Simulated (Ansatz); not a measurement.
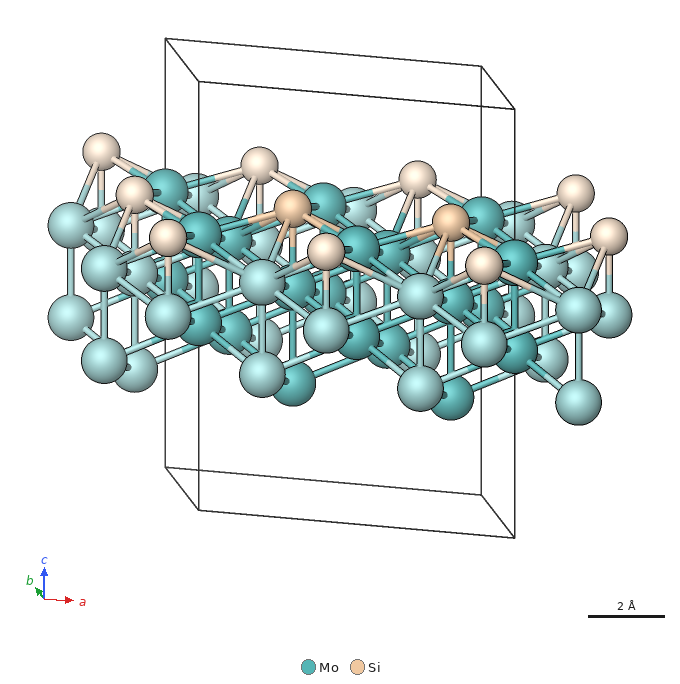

**Figure 1.** The structure as given in the input (ball-and-stick view of the 2 × 1 repeat of the cell, with the vacuum cut short, seen slightly off an axis; neighbours outside the cell are drawn fainter). An atom can appear more than once, as a periodic image.

**Geometry relaxation of Mo₆Si (part 1 of 2)**

- system: Mo₆Si (slab, 7 atoms in the cell)
- method: DFT PBEsol, scalar-relativistic, plane waves, PAW, PAW set soft_1, no spin polarisation (Ansatz 0.2.0)

The structure derives from an entry of the Crystallography Open Database. The input holds or restrains some coordinates. Forces given for the steps count only the free coordinates.

Input file:
```yaml
crystal:
  lattice:
    - [4.4256825775, 0.0, 0.0]
    - [-2.2128412888, 3.8327535412, 0.0]
    - [0.0, 0.0, 19.7247696238]
  atoms:
    - { symbol: Mo, position: [0.6666666667, 0.3333333333, 0.2027907081] }
    - { symbol: Mo, position: [0.3333333333, 0.6666666667, 0.2485904153] }
    - { symbol: Mo, position: [0.0, 0.0, 0.2943901225] }
    - { symbol: Mo, position: [0.6666666667, 0.3333333333, 0.3368101115] }
    - { symbol: Mo, position: [0.3333333333, 0.6666666667, 0.3772266203] }
    - { symbol: Mo, position: [0.0, 0.0, 0.4169767141] }
    - { symbol: Si, position: [0.6666666667, 0.3333333333, 0.4463813668] }
basis:
  ecutwfc: 420
kpoints:
  mp_grid: { grid: [6, 6, 1] }
hamiltonian:
  xc: pbesol
  pseudopotentials: { kind: paw, azcp: { folder: soft_1 } }
scf:
  occupations: { method: gaussian, width: 0.1 }
output:
  forces: true
  eigenvalues: true
  write_density: true
  write_potential: true
  elf: true
  volumetric_format: npy
relax:
  adjacent_minimum: "off"
  f_tol: 0.025
  max_steps: 16
  constraints: [{ sites: [0, 1, 2, 3, 4, 5] }, { sites: [6], fix: xy }]
efield:
  axis: 3
  dipole_correction: true
  ramp_width: 0.04
```

Machine: 1 thread of Arm Neoverse V2, 24 GiB of memory available, shared host.

Launch command:
```bash
ansatz run input.yaml --threads 1 --pin off --max-ram 3072MiB --backend cpu --events-out ev --progress --plain --runs-dir out
```

Log:
```
Warning: [file] the record states the generating functional pbe (its physics header spells it `PBE`), which answers neither for hamiltonian.xc's functional nor for the pbesol family's — results may be inconsistent (PPs are generated against a specific XC)
Warning: [file] the record states the generating functional pbe (its physics header spells it `PBE`), which answers neither for hamiltonian.xc's functional nor for the pbesol family's — results may be inconsistent (PPs are generated against a specific XC)
Engine: ansatz 0.2.0, aarch64-unknown-linux-gnu
Pseudopotentials: kind: paw
Pseudopotential: Mo, paw, valence charge 14, recommended cutoff 420 eV (normal), [file]
Pseudopotential: Si, paw, valence charge 4, recommended cutoff 420 eV (normal), [file]
Functional definition: PBEsol
  exchange = pbesol_x
  correlation = pbesol_c
Crystal: 7 atoms, lattice volume = 334.582 Å³
Basis set: ecut = 420 eV, 6635 PW (Γ), exchange–correlation on 60×60×270 points (8 copies of the dense FFT grid, shifted against one another)
Bands: 53, of which v1, the nominal top of the filled ones, is band 44 counted from 1 (43 counted from 0)
Symmetry: 6 space group operations
Space group: P3m1 (ITA 156), of the structure as read, at distance tolerance 6.9e-5 Å
k-points: 7 of 36 (time reversal used)
Non-local potential: Mo, projectors of the file, l = 0: 3, l = 1: 2, l = 2: 2, l = 3: 1
Non-local potential: Si, projectors of the file, l = 0: 2, l = 1: 2, l = 2: 1
PAW form: soft (Blöchl's): semilocal exchange-correlation on the pseudo side does not see the compensation charge
PAW frozen core: Mo, regenerated for the run's functional, and the local potential with it (the file was generated under x = pbe(κ = 0.804, μ = 0.2195149727645171), c = pbe(β = 0.06672455060314922))
PAW frozen core: Si, regenerated for the run's functional, and the local potential with it (the file was generated under x = pbe(κ = 0.804, μ = 0.2195149727645171), c = pbe(β = 0.06672455060314922))
PAW one-centre angular grid: Mo, 590 points (default); XC on 64 Gauss nodes
PAW one-centre angular grid: Si, 110 points (default); XC on 64 Gauss nodes
Initial density: superposition of atomic densities (neutral atoms: chi_scale 0, normalization atom)
Initial wavefunctions: pseudopotential atomic-orbital guess
Functional: x = pbesol(κ = 0.804, μ = 0.12345679012345678), c = pbesol(β = 0.046)
SCF iter   1: F=—  HF=-30006.996654 eV  |F-HF|=—  |Δ(HF+E_count)|=         —  Δρ=6.29e-2  dr2=5.75e1  ethr=3.10e-3  p=-0.000 e·Å  D=-1.32e-6 V/Å  ΔV_dip=0.00 eV  dr2_dipole=1.01e1  V_vac-E_F(+/−)=6.52/6.52 eV  ⟨swp⟩=9.3  Hψ=1815  notcnv=0
efield: sawtooth ramp at fractional position 0.8046 (placed from the atoms, in the widest stretch of the axis that holds none; the zero of the levels goes with the place), width 0.0400; the density the first Hamiltonian is built on has a dipole p = -0.000 e·Å; the dipole correction subtracts the counter field D = -1.32e-6 V/Å, which shifts the + side's vacuum level by +0.00 eV against the − side's; the planar-averaged density in the ramp window peaks in size at 2.6e-6 e/Å³
preconditioner: auto → LDOS  [metal: Δε(μ)=0.039 eV  Ē_g=4.796 eV  σ=0.100 eV  W_gap=0.22  n_scr=66 (ndim 8)  ℏωp=12.8 eV  f_vac=0.578  D(μ)=7.93/eV (n_scr^D=54)  β→1.0]
SCF iter   2: F=—  HF=-30004.129238 eV  |F-HF|=—  |Δ(HF+E_count)|=    2.87e0  Δρ=5.75e-2  dr2=5.18e1  ethr=3.10e-3  p=-0.307 e·Å  D=-1.66e-1 V/Å  ΔV_dip=3.27 eV  dr2_dipole=1.13e1  V_vac-E_F(+/−)=5.44/2.17 eV  ⟨swp⟩=4.6  Hψ=1019  notcnv=0  defer=16
SCF iter   3: F=—  HF=-30000.244624 eV  |F-HF|=—  |Δ(HF+E_count)|=    3.88e0  Δρ=1.30e-2  dr2=1.59e0  ethr=3.10e-3  p=-0.106 e·Å  D=-5.71e-2 V/Å  ΔV_dip=1.13 eV  dr2_dipole=1.52e-1  V_vac-E_F(+/−)=5.43/4.30 eV  ⟨swp⟩=4.3  Hψ=939  notcnv=0  defer=15
SCF iter   4: F=—  HF=-30000.095141 eV  |F-HF|=—  |Δ(HF+E_count)|=   1.49e-1  Δρ=3.72e-3  dr2=1.16e-1  ethr=1.81e-3  p=-0.127 e·Å  D=-6.89e-2 V/Å  ΔV_dip=1.36 eV  dr2_dipole=2.57e-3  V_vac-E_F(+/−)=5.27/3.91 eV  ⟨swp⟩=2.7  Hψ=540  notcnv=0  defer=18
SCF iter   5: F=—  HF=-30000.075760 eV  |F-HF|=—  |Δ(HF+E_count)|=   1.94e-2  Δρ=2.14e-3  dr2=3.56e-2  ethr=1.31e-4  p=-0.137 e·Å  D=-7.40e-2 V/Å  ΔV_dip=1.46 eV  dr2_dipole=2.95e-4  V_vac-E_F(+/−)=5.14/3.68 eV  ⟨swp⟩=3.6  Hψ=725  notcnv=0  defer=18
SCF iter   6: F=—  HF=-30000.073151 eV  |F-HF|=—  |Δ(HF+E_count)|=   2.61e-3  Δρ=6.07e-4  dr2=2.97e-3  ethr=4.04e-5  p=-0.139 e·Å  D=-7.50e-2 V/Å  ΔV_dip=1.48 eV  dr2_dipole=3.11e-6  V_vac-E_F(+/−)=5.07/3.59 eV  ⟨swp⟩=2.0  Hψ=450  notcnv=0  defer=18
SCF iter   7: F=—  HF=-30000.073522 eV  |F-HF|=—  |Δ(HF+E_count)|=   3.71e-4  Δρ=2.71e-4  dr2=6.90e-4  ethr=3.38e-6  p=-0.141 e·Å  D=-7.60e-2 V/Å  ΔV_dip=1.50 eV  dr2_dipole=5.86e-6  V_vac-E_F(+/−)=5.03/3.53 eV  ⟨swp⟩=2.7  Hψ=603  notcnv=0  defer=18
SCF iter   8: F=—  HF=-30000.073481 eV  |F-HF|=—  |Δ(HF+E_count)|=   4.08e-5  Δρ=9.34e-5  dr2=1.64e-4  ethr=7.84e-7  p=-0.142 e·Å  D=-7.69e-2 V/Å  ΔV_dip=1.52 eV  dr2_dipole=6.77e-5  V_vac-E_F(+/−)=5.01/3.50 eV  ⟨swp⟩=2.1  Hψ=523  notcnv=0  defer=18
SCF iter   9: F=-30000.073504 eV  HF=-30000.073506 eV  |F-HF|=2.40e-6  |Δ(HF+E_count)|=   2.54e-5  Δρ=3.77e-5  dr2=1.30e-5  ethr=1.78e-8  p=-0.144 e·Å  D=-7.78e-2 V/Å  ΔV_dip=1.53 eV  dr2_dipole=8.55e-9  V_vac-E_F(+/−)=5.01/3.48 eV  ⟨swp⟩=25.4  Hψ=4366  notcnv=0
SCF 1 converged in 9 iterations: F = -30000.073504 eV  dr2 = 1.30e-5
  greatest PAW one-centre occupation: 0.999 electrons in one spin orbital (limit 2), on the Mo atom at site 1 (counted from 0), in its partial waves of l = 0
relax step   1: F+E_penalty+E_count = -30000.07350370 eV  Δ(F+E_penalty+E_count) = +0.000e0 eV  max|allowed force component| = 4.816e0 eV/Å  Δτ_max = 0.0000 Å  (9 SCF iters, dr2 threshold 1.56e-5 eV, accepted)
Initial density: handed on by an earlier stage of this run
Initial wavefunctions: those handed on with the density
iter 1 solved again at ethr=5.57e-4 eV; its pass at ethr=3.10e-3 eV (dr2=4.91e-1 eV) is discarded
SCF iter   1: F=—  HF=-30000.675992 eV  |F-HF|=—  |Δ(HF+E_count)|=         —  Δρ=6.55e-3  dr2=3.98e-1  ethr=5.57e-4  p=-0.144 e·Å  D=-7.78e-2 V/Å  ΔV_dip=1.53 eV  dr2_dipole=3.48e-3  V_vac-E_F(+/−)=4.99/3.46 eV  ⟨swp⟩=2.0  Hψ=1288  notcnv=0  defer=17
efield: sawtooth ramp at fractional position 0.8046 (handed on by an earlier solve), width 0.0400; the density the first Hamiltonian is built on has a dipole p = -0.144 e·Å; the dipole correction subtracts the counter field D = -7.78e-2 V/Å, which shifts the + side's vacuum level by +1.53 eV against the − side's; the planar-averaged density in the ramp window peaks in size at 3.2e-6 e/Å³
preconditioner: auto → LDOS  [metal: Δε(μ)=0.018 eV  Ē_g=4.021 eV  σ=0.100 eV  W_gap=0.10  n_scr=66 (ndim 8)  ℏωp=12.8 eV  f_vac=0.583  D(μ)=8.17/eV (n_scr^D=66)  β→1.0]
SCF iter   2: F=—  HF=-30000.653912 eV  |F-HF|=—  |Δ(HF+E_count)|=   2.21e-2  Δρ=5.22e-3  dr2=2.35e-1  ethr=4.52e-4  p=-0.150 e·Å  D=-8.12e-2 V/Å  ΔV_dip=1.60 eV  dr2_dipole=2.51e-2  V_vac-E_F(+/−)=5.09/3.49 eV  ⟨swp⟩=3.1  Hψ=728  notcnv=0  defer=17
SCF iter   3: F=—  HF=-30000.621123 eV  |F-HF|=—  |Δ(HF+E_count)|=   3.28e-2  Δρ=1.26e-3  dr2=1.28e-2  ethr=2.67e-4  p=-0.147 e·Å  D=-7.95e-2 V/Å  ΔV_dip=1.57 eV  dr2_dipole=3.20e-4  V_vac-E_F(+/−)=5.06/3.49 eV  ⟨swp⟩=2.0  Hψ=593  notcnv=0  defer=21
SCF iter   4: F=—  HF=-30000.619909 eV  |F-HF|=—  |Δ(HF+E_count)|=   1.21e-3  Δρ=4.54e-4  dr2=2.29e-3  ethr=1.46e-5  p=-0.149 e·Å  D=-8.04e-2 V/Å  ΔV_dip=1.59 eV  dr2_dipole=8.18e-5  V_vac-E_F(+/−)=5.08/3.49 eV  ⟨swp⟩=2.9  Hψ=641  notcnv=0  defer=21
SCF iter   5: F=—  HF=-30000.619677 eV  |F-HF|=—  |Δ(HF+E_count)|=   2.32e-4  Δρ=1.02e-4  dr2=8.70e-5  ethr=2.61e-6  p=-0.149 e·Å  D=-8.04e-2 V/Å  ΔV_dip=1.59 eV  dr2_dipole=1.92e-5  V_vac-E_F(+/−)=5.08/3.50 eV  ⟨swp⟩=2.0  Hψ=466  notcnv=0  defer=21
SCF iter   6: F=-30000.619677 eV  HF=-30000.619678 eV  |F-HF|=1.04e-6  |Δ(HF+E_count)|=   1.24e-6  Δρ=2.98e-5  dr2=4.67e-6  ethr=9.88e-8  p=-0.149 e·Å  D=-8.04e-2 V/Å  ΔV_dip=1.59 eV  dr2_dipole=2.02e-9  V_vac-E_F(+/−)=5.08/3.50 eV  ⟨swp⟩=24.6  Hψ=4556  notcnv=0
SCF 2 converged in 6 iterations: F = -30000.619677 eV  dr2 = 4.67e-6
  greatest PAW one-centre occupation: 0.999 electrons in one spin orbital (limit 2), on the Mo atom at site 3 (counted from 0), in its partial waves of l = 0
relax step   2: F+E_penalty+E_count = -30000.61967694 eV  Δ(F+E_penalty+E_count) = -5.462e-1 eV  max|allowed force component| = 1.140e0 eV/Å  Δτ_max = 0.1950 Å  (6 SCF iters, dr2 threshold 1.00e-4 eV, accepted)
SCF iter   1: F=—  HF=-30000.675765 eV  |F-HF|=—  |Δ(HF+E_count)|=         —  Δρ=2.09e-3  dr2=4.86e-2  ethr=7.68e-4  p=-0.149 e·Å  D=-8.04e-2 V/Å  ΔV_dip=1.59 eV  dr2_dipole=3.77e-3  V_vac-E_F(+/−)=5.08/3.49 eV  ⟨swp⟩=3.4  Hψ=695  notcnv=0  defer=19
efield: sawtooth ramp at fractional position 0.8046 (handed on by an earlier solve), width 0.0400; the density the first Hamiltonian is built on has a dipole p = -0.149 e·Å; the dipole correction subtracts the counter field D = -8.04e-2 V/Å, which shifts the + side's vacuum level by +1.59 eV against the − side's; the planar-averaged density in the ramp window peaks in size at 3.2e-6 e/Å³
preconditioner: auto → LDOS  [metal: Δε(μ)=0.010 eV  Ē_g=4.000 eV  σ=0.100 eV  W_gap=0.06  n_scr=66 (ndim 8)  ℏωp=12.8 eV  f_vac=0.580  D(μ)=8.03/eV (n_scr^D=66)  β→1.0]
SCF iter   2: F=—  HF=-30000.673534 eV  |F-HF|=—  |Δ(HF+E_count)|=   2.23e-3  Δρ=1.76e-3  dr2=3.05e-2  ethr=5.52e-5  p=-0.150 e·Å  D=-8.09e-2 V/Å  ΔV_dip=1.60 eV  dr2_dipole=3.58e-3  V_vac-E_F(+/−)=5.10/3.50 eV  ⟨swp⟩=3.1  Hψ=669  notcnv=0  defer=19
SCF iter   3: F=—  HF=-30000.669769 eV  |F-HF|=—  |Δ(HF+E_count)|=   3.76e-3  Δρ=3.60e-4  dr2=9.77e-4  ethr=3.47e-5  p=-0.148 e·Å  D=-8.02e-2 V/Å  ΔV_dip=1.58 eV  dr2_dipole=1.81e-5  V_vac-E_F(+/−)=5.09/3.50 eV  ⟨swp⟩=2.0  Hψ=494  notcnv=0  defer=19
SCF iter   4: F=—  HF=-30000.669652 eV  |F-HF|=—  |Δ(HF+E_count)|=   1.17e-4  Δρ=1.28e-4  dr2=1.91e-4  ethr=1.11e-6  p=-0.148 e·Å  D=-8.03e-2 V/Å  ΔV_dip=1.58 eV  dr2_dipole=1.19e-5  V_vac-E_F(+/−)=5.09/3.50 eV  ⟨swp⟩=3.0  Hψ=688  notcnv=0  defer=19
SCF iter   5: F=-30000.669637 eV  HF=-30000.669649 eV  |F-HF|=1.13e-5  |Δ(HF+E_count)|=   3.27e-6  Δρ=3.87e-5  dr2=1.39e-5  ethr=9.23e-8  p=-0.148 e·Å  D=-8.02e-2 V/Å  ΔV_dip=1.58 eV  dr2_dipole=1.78e-6  V_vac-E_F(+/−)=5.09/3.51 eV  ⟨swp⟩=21.7  Hψ=4100  notcnv=0
SCF 3 converged in 5 iterations: F = -30000.669637 eV  dr2 = 1.39e-5
relax step   3: F+E_penalty+E_count = -30000.66963722 eV  Δ(F+E_penalty+E_count) = -4.996e-2 eV  max|allowed force component| = 1.422e-1 eV/Å  Δτ_max = 0.0803 Å  (5 SCF iters, dr2 threshold 8.12e-5 eV, accepted)
SCF iter   1: F=—  HF=-30000.670305 eV  |F-HF|=—  |Δ(HF+E_count)|=         —  Δρ=3.14e-4  dr2=1.06e-3  ethr=1.52e-5  p=-0.148 e·Å  D=-8.02e-2 V/Å  ΔV_dip=1.58 eV  dr2_dipole=8.26e-5  V_vac-E_F(+/−)=5.09/3.50 eV  ⟨swp⟩=2.0  Hψ=629  notcnv=0  defer=6
efield: sawtooth ramp at fractional position 0.8046 (handed on by an earlier solve), width 0.0400; the density the first Hamiltonian is built on has a dipole p = -0.148 e·Å; the dipole correction subtracts the counter field D = -8.02e-2 V/Å, which shifts the + side's vacuum level by +1.58 eV against the − side's; the planar-averaged density in the ramp window peaks in size at 3.2e-6 e/Å³
preconditioner: auto → LDOS  [metal: Δε(μ)=0.011 eV  Ē_g=3.998 eV  σ=0.100 eV  W_gap=0.06  n_scr=66 (ndim 8)  ℏωp=12.8 eV  f_vac=0.580  D(μ)=7.94/eV (n_scr^D=54)  β→1.0]
SCF iter   2: F=—  HF=-30000.670647 eV  |F-HF|=—  |Δ(HF+E_count)|=   3.41e-4  Δρ=2.45e-4  dr2=5.36e-4  ethr=1.21e-6  p=-0.148 e·Å  D=-8.02e-2 V/Å  ΔV_dip=1.58 eV  dr2_dipole=5.13e-5  V_vac-E_F(+/−)=5.09/3.51 eV  ⟨swp⟩=3.3  Hψ=717  notcnv=0  defer=5
SCF iter   3: F=—  HF=-30000.670590 eV  |F-HF|=—  |Δ(HF+E_count)|=   5.62e-5  Δρ=6.11e-5  dr2=2.90e-5  ethr=6.09e-7  p=-0.148 e·Å  D=-8.01e-2 V/Å  ΔV_dip=1.58 eV  dr2_dipole=1.52e-9  V_vac-E_F(+/−)=5.09/3.51 eV  ⟨swp⟩=2.0  Hψ=495  notcnv=0  defer=5
SCF iter   4: F=—  HF=-30000.670589 eV  |F-HF|=—  |Δ(HF+E_count)|=   1.34e-6  Δρ=1.97e-5  dr2=4.12e-6  ethr=3.30e-8  p=-0.148 e·Å  D=-8.01e-2 V/Å  ΔV_dip=1.58 eV  dr2_dipole=8.68e-8  V_vac-E_F(+/−)=5.09/3.51 eV  ⟨swp⟩=2.7  Hψ=590  notcnv=0  defer=5
SCF iter   5: F=-30000.670589 eV  HF=-30000.670589 eV  |F-HF|=1.48e-7  |Δ(HF+E_count)|=   2.84e-7  Δρ=5.53e-6  dr2=2.91e-7  ethr=1.44e-9  p=-0.148 e·Å  D=-8.01e-2 V/Å  ΔV_dip=1.58 eV  dr2_dipole=2.12e-8  V_vac-E_F(+/−)=5.09/3.51 eV  ⟨swp⟩=19.1  Hψ=3518  notcnv=0
SCF 4 converged in 5 iterations: F = -30000.670589 eV  dr2 = 2.91e-7
relax step   4: F+E_penalty+E_count = -30000.67058917 eV  Δ(F+E_penalty+E_count) = -9.520e-4 eV  max|allowed force component| = 1.170e-3 eV/Å  Δτ_max = 0.0133 Å  (5 SCF iters, dr2 threshold 1.26e-6 eV, accepted)
iter 1 solved again at ethr=3.21e-10 eV; its pass at ethr=3.10e-3 eV (dr2=2.82e-7 eV) is discarded
SCF iter   1: F=—  HF=-30000.670592 eV  |F-HF|=—  |Δ(HF+E_count)|=         —  Δρ=5.52e-6  dr2=2.81e-7  ethr=3.21e-10  p=-0.148 e·Å  D=-8.01e-2 V/Å  ΔV_dip=1.58 eV  dr2_dipole=1.80e-8  V_vac-E_F(+/−)=5.09/3.51 eV  ⟨swp⟩=1.0  Hψ=910  notcnv=0
efield: sawtooth ramp at fractional position 0.8046 (handed on by an earlier solve), width 0.0400; the density the first Hamiltonian is built on has a dipole p = -0.148 e·Å; the dipole correction subtracts the counter field D = -8.01e-2 V/Å, which shifts the + side's vacuum level by +1.58 eV against the − side's; the planar-averaged density in the ramp window peaks in size at 3.0e-6 e/Å³
preconditioner: auto → LDOS  [metal: Δε(μ)=0.011 eV  Ē_g=3.998 eV  σ=0.100 eV  W_gap=0.06  n_scr=66 (ndim 8)  ℏωp=12.8 eV  f_vac=0.580  D(μ)=7.92/eV (n_scr^D=54)  β→1.0]
SCF iter   2: F=—  HF=-30000.670589 eV  |F-HF|=—  |Δ(HF+E_count)|=   2.91e-6  Δρ=4.45e-6  dr2=1.51e-7  ethr=3.19e-10  p=-0.148 e·Å  D=-8.01e-2 V/Å  ΔV_dip=1.58 eV  dr2_dipole=2.28e-9  V_vac-E_F(+/−)=5.09/3.51 eV  ⟨swp⟩=2.0  Hψ=615  notcnv=0
SCF iter   3: F=-30000.670589 eV  HF=-30000.670589 eV  |F-HF|=1.63e-8  |Δ(HF+E_count)|=   3.04e-9  Δρ=1.61e-6  dr2=2.93e-8  ethr=1.14e-10  p=-0.148 e·Å  D=-8.01e-2 V/Å  ΔV_dip=1.58 eV  dr2_dipole=1.79e-10  V_vac-E_F(+/−)=5.09/3.51 eV  ⟨swp⟩=11.3  Hψ=2922  notcnv=0
SCF 5 converged in 3 iterations: F = -30000.670589 eV  dr2 = 2.93e-8
relax step   5: F+E_penalty+E_count = -30000.67058938 eV  Δ(F+E_penalty+E_count) = -2.078e-7 eV  max|allowed force component| = 1.121e-3 eV/Å  Δτ_max = 0.0000 Å  (3 SCF iters, accepted)
```

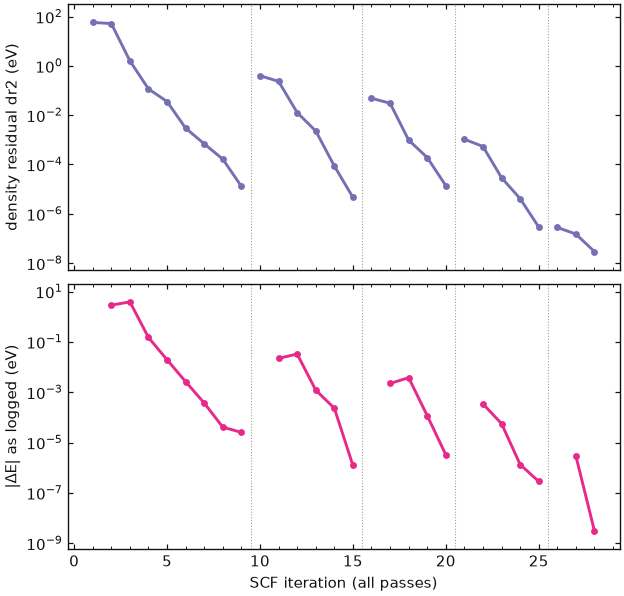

**Figure 2.** Convergence of the self-consistent field: density residual dr2 and size of the energy change against the SCF iteration. The dotted lines part the SCF passes of the relaxation: geometry steps, rejected trials and re-solves on a re-selected basis. The 5 passes take 3 to 9 iterations each, 28 in all.
